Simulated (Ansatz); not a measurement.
Start from this file.

```
B N
1.0
     3.76827   -6.52684    0.00000
    -7.53654    0.00000    0.00000
     0.00000    0.00000   -8.34316
B N
19 18
Direct
  0.00864 0.02051 0.44216
  0.67546 0.02076 0.44193
  0.34204 0.02076 0.44184
  0.00819 0.68706 0.44041
  0.67562 0.68708 0.44036
  0.34196 0.68719 0.44343
  0.00848 0.35389 0.44169
  0.67557 0.35440 0.44214
  0.34218 0.35390 0.44157
  0.11023 0.88749 0.00303
  0.77728 0.88755 0.00323
  0.44377 0.88755 0.00894
  0.11125 0.55687 0.00022
  0.78188 0.56394 0.96080
  0.44557 0.55690 0.00038
  0.11046 0.22096 0.99942
  0.77958 0.21693 0.00168
  0.43727 0.21687 0.00158
  0.69285 0.38799 0.79876
  0.00000 0.00000 0.00000
  0.66612 0.99859 0.00993
  0.33240 0.99853 0.00983
  0.00275 0.66832 0.99510
  0.66554 0.66838 0.99556
  0.33301 0.66610 0.00654
  0.99952 0.33269 0.99800
  0.66370 0.32744 0.98450
  0.33318 0.33272 0.99794
  0.11979 0.90950 0.44193
  0.78646 0.90951 0.44193
  0.45311 0.90948 0.44305
  0.11972 0.57613 0.44253
  0.78662 0.57650 0.43578
  0.45316 0.57614 0.44243
  0.11980 0.24285 0.44230
  0.78656 0.24273 0.43903
  0.45292 0.24273 0.43873
```

Q: Work out the structure from the coordinates.

A: This is B$_{19}$N$_{18}$. Apart from translations it has no symmetry (space group P1). With Z = 1, the cell contains 19 B, 18 N. The bonds build BN and B10N9 layers parallel to (001).

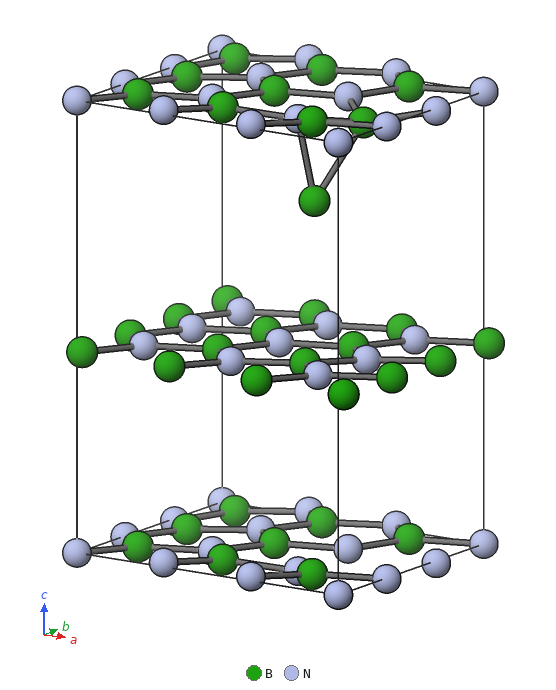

Shown here is a ball-and-stick view of the crystal, taken slightly off an axis. The lines enclose the simulation cell; boundary atoms appear with their images. Colours: boron green, nitrogen light blue.

Its origin is a structure listed in the Materials Project, repeated into a supercell with a point defect put in. The atoms were relaxed in a fixed cell with DFT PBE, scalar-relativistic, plane waves, PAW in Ansatz.
